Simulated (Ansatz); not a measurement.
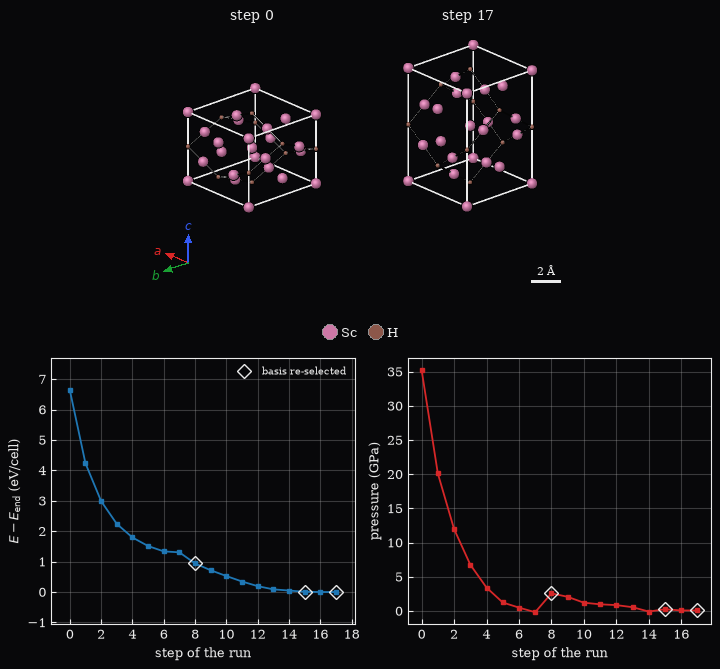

First and last geometry of a relaxation of crystalline Sc₃H (a generated structure, set up in I4_1/amd) (coarse preliminary run), with the history of the run. A ball-and-stick model of the conventional cell (2 times the calculation's cell), seen from a free direction. Lengths and directions refer to the drawn axes.

Theory: DFT PBE, scalar-relativistic, plane waves, PAW (Ansatz 0.2.0).

Input file:
```yaml
crystal:
  lattice:
    - [-3.21486959, 3.21486959, 2.65888312]
    - [3.21486959, -3.21486959, 2.65888312]
    - [3.21486959, 3.21486959, -2.65888312]
  atoms:
    - { symbol: Sc, position: [0.375, 0.625, 0.75] }
    - { symbol: Sc, position: [0.875, 0.625, 0.25] }
    - { symbol: Sc, position: [0.375, 0.125, 0.75] }
    - { symbol: Sc, position: [0.375, 0.625, 0.25] }
    - { symbol: Sc, position: [0.75, 0.25, 0.5] }
    - { symbol: Sc, position: [0.0, 0.0, 0.0] }
    - { symbol: H, position: [0.5, 0.5, 0.0] }
    - { symbol: H, position: [0.25, 0.75, 0.5] }
basis:
  ecutwfc: 420
kpoints:
  mp_grid: { grid: [4, 4, 4] }
hamiltonian:
  xc: pbe
scf:
  occupations: { method: gaussian, width: 0.1 }
  lower_state_search: "off"
output:
  forces: true
  stress: true
  eigenvalues: true
relax:
  adjacent_minimum: "off"
  f_tol: 0.04
  max_steps: 70
  cell: { stress_tol: 0.4 }
```

Command:
```bash
ansatz run input.yaml --threads 1 --pin off --max-ram 2560MiB --backend cpu --events-out ev --progress --plain --runs-dir out
```

Q: What do the curves and the structures tell?

A: It converged. No atom moves by more than 0.005 Å relative to the cell. Cell: a = b 6.430 → 6.212 Å (−3.4 %), c 5.318 → 8.725 Å (+64.1 %). Volume +53.1 %. Some distances before and after: Sc1–Sc5 2.561 → 3.622 Å, Sc1–Sc3 2.633 → 3.095 Å, Sc1–H7 1.739 → 1.898 Å, Sc1–Sc2 3.215 → 3.106 Å. Bond angles that change, for instance: Sc1–H7–Sc2 135.1° → 109.8°, Sc1–H7–Sc3 98.4° → 109.3°. The space group stays I4_1/amd (No. 141). After 14 accepted moves (17 points after the start) the energy has fallen by 6.640 eV per cell of the calculation. All forces vanish by symmetry, so only the cell relaxes. The pressure goes from 35.26 to 0.07 GPa. At 3 points the geometry stayed and the basis and grid were re-selected for the new cell (energy shift of 0.365 eV per cell of the calculation at most each time).
